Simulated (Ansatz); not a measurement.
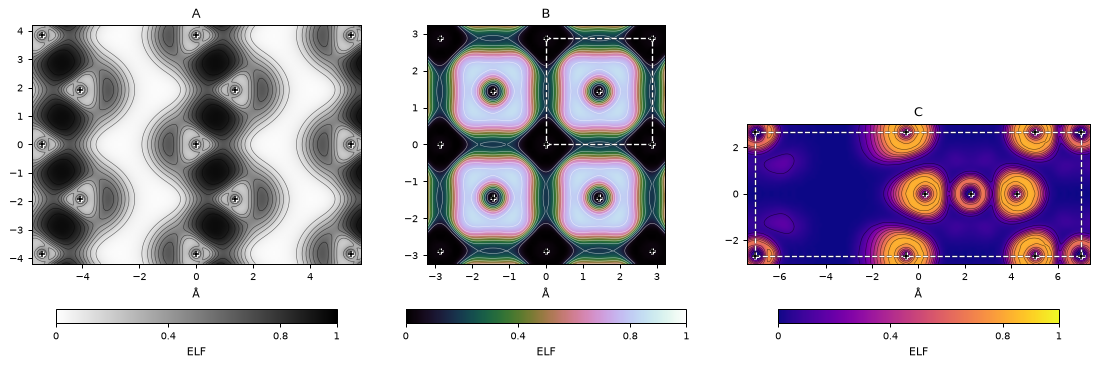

The electron localisation function of 3 systems, each on a plane through atoms (crosses mark nuclei in the plane).

Level of theory: Ansatz, DFT PBEsol, scalar-relativistic, plane waves, PAW.

System 1: AlN, the (001) plane of the conventional cell. Space group I4mm; a structure from a database of computed crystals, not necessarily the ambient phase; changed on purpose from its base cell (all Al atoms moved -0.050 Å, as atom 1 towards its neighbour atom 2 (N) at 2.035 A); not relaxed (largest force 0.3 eV/Å); computed pressure about −4 GPa in this cell.

```
Al N
1.0
     2.03452    2.03452    0.00000
     2.03452   -2.03452    0.00000
     0.00000    0.00000   -4.06904
Al N
2 2
Direct
  0.50000 0.50000 0.98771
  0.00000 0.00000 0.48771
  0.50000 0.50000 0.50000
  0.00000 0.00000 0.00000
```

System 2: Si, the (101) plane of the conventional cell. Space group Fd-3m; a structure from a database of computed crystals, not necessarily the ambient phase.

System 3: TiO2, the (110) plane of the conventional cell. Space group Pmma; not relaxed (largest force 1.5 eV/Å); computed pressure about −5 GPa in this cell; computed without spin polarisation.

```
Ti O
1.0
     0.00000   -3.77067    0.00000
     3.77067    0.00000    0.00000
     0.00000    0.00000   14.04634
Ti O
4 8
Direct
  0.25000 0.00000 0.75486
  0.75000 0.50000 0.41505
  0.25000 0.50000 0.58495
  0.75000 0.00000 0.24514
  0.75000 0.50000 0.55615
  0.25000 0.00000 0.21634
  0.25000 0.50000 0.72606
  0.75000 0.00000 0.38624
  0.25000 0.50000 0.44385
  0.75000 0.00000 0.78366
  0.75000 0.50000 0.27394
  0.25000 0.00000 0.61376
```

Q: Which map belongs to which system?

A: Panel A is system 2, Si: the plane holds Si. Si–Si (2.35 Å): the ELF peaks at about 0.95 between the atoms, as expected for localised, covalent bonding. Panel B is system 1, AlN: the plane holds Al and N. Al–N (2.04 Å): the ELF peaks at about 0.85 in the valence shell of N, 0.8 Å from its nucleus, and is about 0.80 at the midpoint. Panel C is system 3, TiO2: the plane holds Ti and O. Ti–O (1.98 Å): the ELF peaks at about 0.85 in the valence shell of O, 0.6 Å from its nucleus, and is about 0.25 at the midpoint: no shared electron pair shows on this line.
